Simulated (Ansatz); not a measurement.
A series of calculations on Ta$_{4}$N$_{5}$

### Relaxation

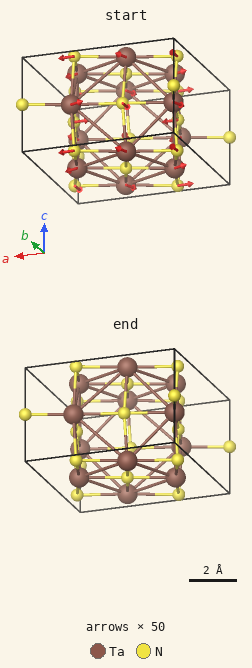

The structure of a crystal of Ta4N5 (set up in I4/m) (coarse preliminary run) before (top) and after (bottom) a relaxation, at one scale. The red arrows give the displacements (the part carried along by the change of the cell is left out), magnified 50 times.

The picture is a ball-and-stick view of the conventional cell (2 times the calculation's cell), seen from a free direction. Lengths and directions refer to the drawn axes.

Method: DFT LDA, scalar-relativistic, plane waves, PAW (Ansatz).

Input file:
```yaml
crystal:
  lattice:
    - [-3.4362702628, 3.4362702628, 2.1374763015]
    - [3.4362702628, -3.4362702628, 2.1374763015]
    - [3.4362702628, 3.4362702628, -2.1374763015]
  atoms:
    - { symbol: Ta, position: [0.78282472, 0.60542174, 0.38824646] }
    - { symbol: Ta, position: [0.39457826, 0.78282472, 0.17740297] }
    - { symbol: Ta, position: [0.60542175, 0.21717528, 0.82259703] }
    - { symbol: Ta, position: [0.21717528, 0.39457825, 0.61175354] }
    - { symbol: "N", position: [0.5, 0.5, 0.0] }
    - { symbol: "N", position: [0.90846657, 0.30903948, 0.21750605] }
    - { symbol: "N", position: [0.69096052, 0.90846657, 0.59942709] }
    - { symbol: "N", position: [0.30903948, 0.09153343, 0.40057291] }
    - { symbol: "N", position: [0.09153343, 0.69096052, 0.78249395] }
basis:
  ecutwfc: 420
kpoints:
  mp_grid: { grid: [6, 6, 6] }
hamiltonian:
  xc: lda
scf:
  occupations: { method: gaussian, width: 0.1 }
output:
  forces: true
  stress: true
  eigenvalues: true
relax:
  adjacent_minimum: "off"
  f_tol: 0.05
  max_steps: 80
  cell: { stress_tol: 0.5 }
```

Run as
```bash
ansatz run input.yaml --threads 4 --pin off --max-ram 12288MiB --backend cpu --events-out ev --progress --plain --runs-dir out
```

**Summarise the run.**

The largest moves relative to the cell, 0.015 Å, are those of N6, N7, N8 and N9. N7 goes along −b. By element the largest moves are N 0.015 Å, Ta 0.014 Å. The volume changes by −3.6 %, with a = b 6.873 → 6.776 Å (−1.4 %), c 4.275 → 4.240 Å (−0.8 %). Near-neighbour distances that change, for instance: Ta1–Ta4 3.318 → 3.244 Å, Ta1–Ta2 3.174 → 3.123 Å, Ta1–N9 2.202 → 2.164 Å, Ta1–N6 2.212 → 2.185 Å. The space group stays I4/m (No. 87). Over 3 accepted moves (5 points after the start) the energy falls by 0.136 eV per cell of the calculation. The largest force component goes from 0.18 to 0.018 eV/Å. The pressure goes from −11.18 to 0.00 GPa. The SCF was repeated twice at an unchanged geometry on a basis and grid sized afresh for the cell, which shifted the energy by 12.0 meV per cell of the calculation at most. Cost: 16 s on 4 threads of Oxide Virtual Turin-like Processor (Zen 5), with other jobs on the host, peak memory 0.56 GiB.

### Relaxation

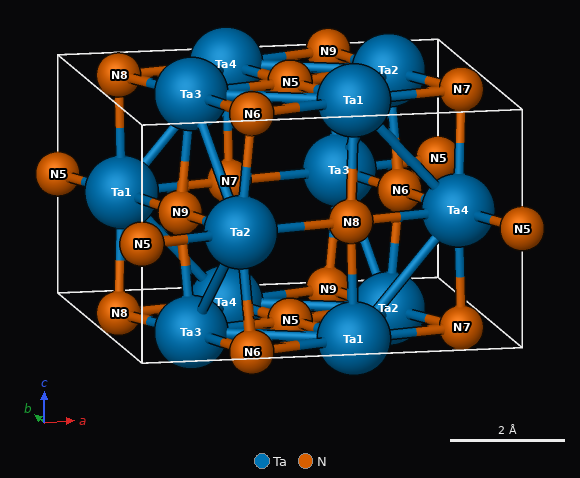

A crystal of Ta$_{4}$N$_{5}$ (set up in I4/m), before the relaxation. The picture is a ball-and-stick view of the conventional cell (2 times the calculation's cell), seen slightly off an axis. Lengths and directions refer to the drawn axes.

Method: DFT PBEsol, scalar-relativistic, plane waves, PAW in Ansatz.

Input file:
```yaml
crystal:
  lattice:
    - [-3.4362702628, 3.4362702628, 2.1374763015]
    - [3.4362702628, -3.4362702628, 2.1374763015]
    - [3.4362702628, 3.4362702628, -2.1374763015]
  atoms:
    - { symbol: Ta, position: [0.78282472, 0.60542174, 0.38824646] }
    - { symbol: Ta, position: [0.39457826, 0.78282472, 0.17740297] }
    - { symbol: Ta, position: [0.60542175, 0.21717528, 0.82259703] }
    - { symbol: Ta, position: [0.21717528, 0.39457825, 0.61175354] }
    - { symbol: "N", position: [0.5, 0.5, 0.0] }
    - { symbol: "N", position: [0.90846657, 0.30903948, 0.21750605] }
    - { symbol: "N", position: [0.69096052, 0.90846657, 0.59942709] }
    - { symbol: "N", position: [0.30903948, 0.09153343, 0.40057291] }
    - { symbol: "N", position: [0.09153343, 0.69096052, 0.78249395] }
basis:
  ecutwfc: 420
kpoints:
  mp_grid: { grid: [10, 10, 10] }
hamiltonian:
  xc: pbesol
scf:
  occupations: { method: gaussian, width: 0.1 }
output:
  forces: true
  stress: true
  eigenvalues: true
relax:
  adjacent_minimum: "off"
  f_tol: 0.005
  max_steps: 80
  cell: { stress_tol: 0.05 }
```

Command:
```bash
ansatz run input.yaml --threads 2 --pin off --max-ram 5120MiB --backend cpu --events-out ev --progress --plain --runs-dir out
```

### What does the optimiser find from here?

The largest moves relative to the cell, 0.021 Å, are those of N6, N7, N8 and N9. N8 goes along +b. Largest moves by element: N 0.021 Å, Ta 0.011 Å. The volume changes by −1.8 %, with a = b 6.873 → 6.826 Å (−0.7 %), c 4.275 → 4.254 Å (−0.5 %). Among the contacts that change: Ta1–Ta4 3.318 → 3.273 Å, Ta1–Ta2 3.174 → 3.143 Å, Ta1–N9 2.202 → 2.185 Å, Ta1–N7 2.176 → 2.160 Å. The space group stays I4/m (No. 87). Over 5 accepted moves (7 points after the start) the energy falls by 4.3 meV per atom. Largest force component: 0.18 eV/Å at the start, 0.00048 eV/Å at the end. The pressure goes from −5.15 to 0.00 GPa. At 2 points the geometry stayed and the basis and grid were re-selected for the new cell (energy shift of 0.6 meV per atom at most each time).

### Scan

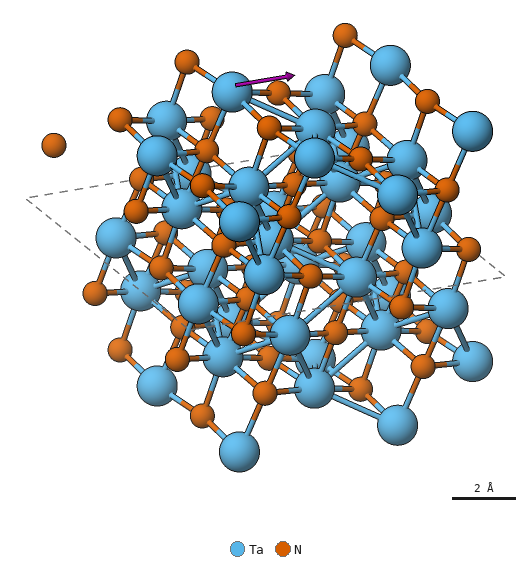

A scan of a crystal of Ta₄N₅ (I4/m): the crystal above a cut along the (−1 −1 0) plane of the conventional cell (between a plane of N/Ta below and one of N/Ta above, 0.99 Å apart) is slid rigidly by fractions of an in-plane lattice vector 5.27 Å long (a generalised stacking fault). One cut stands in each cell, which starts 9.7 Å high; nothing is relaxed, and the dashed outline marks the cut, the arrow on top the direction of slip. The picture shows the perfect crystal around the cut (dashed). Style: ball-and-stick. Shown: the layers on both sides of the cut, obliquely from above.

Computed with DFT PBEsol, scalar-relativistic, plane waves, PAW in Ansatz. (plane-wave cutoff 420 eV; k-point mesh 10 × 8 × 4; occupations gaussian; smearing width 0.15 eV; no spin polarisation). Energies (free energies at the smearing named) are counted from the relaxed crystal.

```
CELL_PARAMETERS angstrom
0.00000 0.00000 -4.25378
-3.41280 -3.41280 -2.12689
-6.82560 6.82560 0.00000
ATOMIC_POSITIONS crystal
Ta 0.19463 0.61074 0.58976
Ta 0.69463 0.61074 0.08976
Ta 0.08976 0.82049 0.30537
Ta 0.58976 0.82049 0.80537
Ta 0.91024 0.17951 0.69463
Ta 0.41024 0.17951 0.19463
Ta 0.80537 0.38926 0.41024
Ta 0.30537 0.38926 0.91024
N 0.00000 0.00000 0.50000
N 0.50000 0.00000 0.00000
N 0.10704 0.78591 0.80113
N 0.60704 0.78591 0.30113
N 0.30113 0.39774 0.39296
N 0.80113 0.39774 0.89296
N 0.69887 0.60226 0.60704
N 0.19887 0.60226 0.10704
N 0.89296 0.21409 0.19887
N 0.39296 0.21409 0.69887
```

Predict the energy profile (the slip: 0.00, 0.20, 0.40, 0.60, 0.80, 1.00).

Answer.
```
slip (fraction of the lattice vector)  γ (mJ/m²)
                                 0.00          0
                                 0.20      16011
                                 0.40      37998
                                 0.60      16494
                                 0.80       5001
                                 1.00          0
```

Points that are alike by symmetry were computed once.

The curve starts and ends at zero, since a full lattice vector restores the crystal. Its highest computed point is 37998 mJ/m² at slip 0.40. The points are too sparse to place its extrema closely. Relaxation across the fault would lower the values.

### Scan

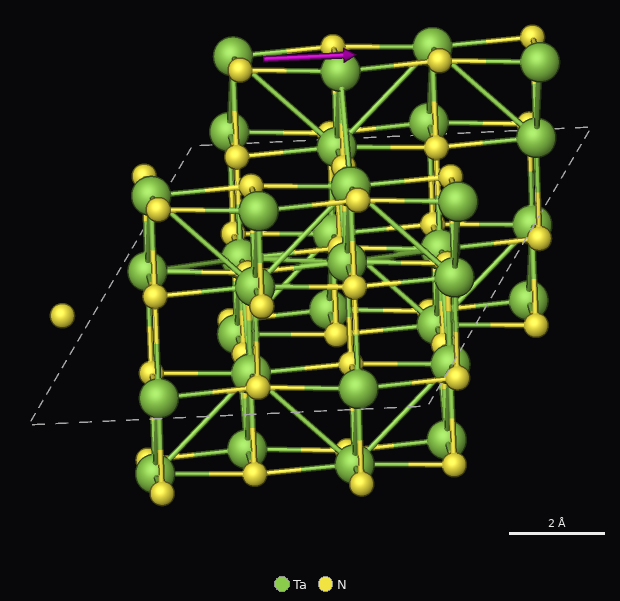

A scan of a crystal of Ta₄N₅ (I4/m): the crystal above a cut along the (−1 −1 0) plane of the conventional cell (between a plane of N/Ta below and one of N/Ta above, 0.99 Å apart) is slid rigidly by fractions of an in-plane lattice vector 4.25 Å long (a generalised stacking fault). One cut stands in each cell, which starts 9.7 Å high; nothing is relaxed, and the dashed outline marks the cut, the arrow on top the direction of slip. The picture shows the perfect crystal around the cut (dashed). Style: ball-and-stick. Shown: the layers on both sides of the cut, obliquely from above.

Computed with DFT PBEsol, scalar-relativistic, plane waves, PAW in Ansatz. Set-up: plane-wave cutoff 420 eV; k-point mesh 10 × 8 × 4; occupations gaussian; smearing width 0.15 eV; no spin polarisation. Energies (free energies at the smearing named) are counted from the relaxed crystal.

Input
```yaml
crystal:
  lattice:
    - [0.0, 0.0, -4.2537775158]
    - [-3.4127997732, -3.4127997732, -2.1268887579]
    - [-6.8255995464, 6.8255995464, 0.0]
  atoms:
    - { symbol: Ta, position: [0.1946286425, 0.6107427149, 0.5897561429] }
    - { symbol: Ta, position: [0.6946286425, 0.6107427149, 0.0897561429] }
    - { symbol: Ta, position: [0.0897561429, 0.8204877141, 0.3053713575] }
    - { symbol: Ta, position: [0.5897561429, 0.8204877141, 0.8053713575] }
    - { symbol: Ta, position: [0.9102438571, 0.1795122859, 0.6946286425] }
    - { symbol: Ta, position: [0.4102438571, 0.1795122859, 0.1946286425] }
    - { symbol: Ta, position: [0.8053713575, 0.3892572851, 0.4102438571] }
    - { symbol: Ta, position: [0.3053713575, 0.3892572851, 0.9102438571] }
    - { symbol: "N", position: [0.0, 1.0, 0.5] }
    - { symbol: "N", position: [0.5, 1.0, 1.0] }
    - { symbol: "N", position: [0.107044666, 0.7859106681, 0.8011279003] }
    - { symbol: "N", position: [0.607044666, 0.7859106681, 0.3011279003] }
    - { symbol: "N", position: [0.3011279003, 0.3977441993, 0.392955334] }
    - { symbol: "N", position: [0.8011279003, 0.3977441993, 0.892955334] }
    - { symbol: "N", position: [0.6988720997, 0.6022558007, 0.607044666] }
    - { symbol: "N", position: [0.1988720997, 0.6022558007, 0.107044666] }
    - { symbol: "N", position: [0.892955334, 0.2140893319, 0.1988720997] }
    - { symbol: "N", position: [0.392955334, 0.2140893319, 0.6988720997] }
basis:
  ecutwfc: 420
kpoints:
  mp_grid: { grid: [10, 8, 4] }
hamiltonian:
  xc: pbesol
scf:
  occupations: { method: gaussian, width: 0.15 }
output:
  forces: true
  stress: true
  eigenvalues: true
```

Command:
```bash
ansatz run input.yaml --threads 2 --pin off --max-ram 5120MiB --backend cpu --events-out ev --progress --plain --runs-dir out
```

What energies does the calculation give (the slip: 0.00, 0.10, 0.20, 0.30, 0.40, 0.60, 0.80, 1.00)?

```tsv
slip (fraction of the lattice vector)	γ (mJ/m²)
0.00	0
0.10	919
0.20	3997
0.30	8915
0.40	13303
0.60	13303
0.80	3997
1.00	0
```

Points that are alike by symmetry were computed once.

The curve starts and ends at zero, since a full lattice vector restores the crystal. Its highest computed point is 13303 mJ/m² at slip 0.40 and 0.60. The points are too sparse to place its extrema closely. Relaxation across the fault would lower the values.

The computed profile (hollow markers are points alike by symmetry):

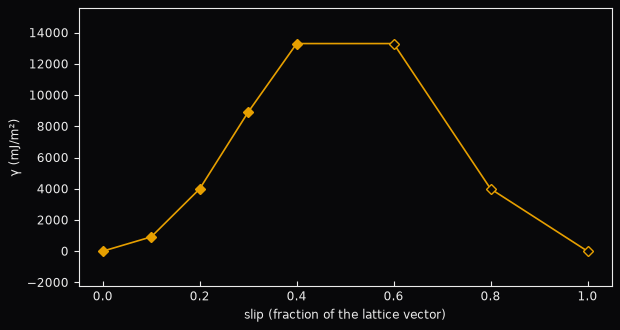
